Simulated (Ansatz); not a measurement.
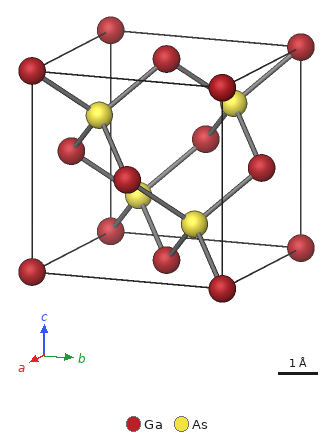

Phonons of solid GaAs relaxed at 22 GPa, space group F-43m (No. 216), at the zone centre. A ball-and-stick model of the conventional cell (4 times the calculation's cell), seen slightly off an axis. Lengths and directions refer to the drawn axes.

Method: DFT PBEsol, scalar-relativistic, plane waves, PAW (Ansatz 0.2.0). Settings: plane-wave cutoff 420 eV; k-point mesh 12 × 12 × 12; occupations fixed; target pressure 22 GPa; no spin polarisation.

Frequencies are those without the non-analytic (LO–TO) term.

> Which optical modes does it have, at what frequencies, and is it stable there?

The calculation's cell holds 2 atoms, so there are 3 optical modes, in 1 level. The optical modes span T₂. No level is unstable.

| level | symmetry | frequency (cm⁻¹) | activity |
| --- | --- | --- | --- |
| 1 | T₂ | 333 | infrared- and Raman-active |

The modes drawn as arrows (one member of each degenerate set):

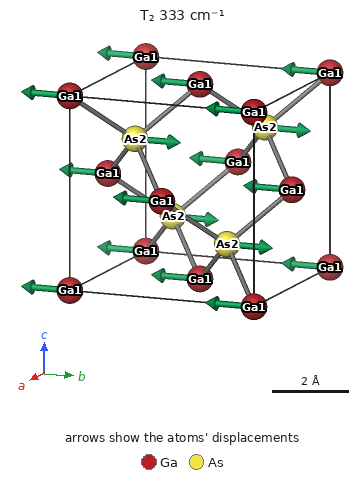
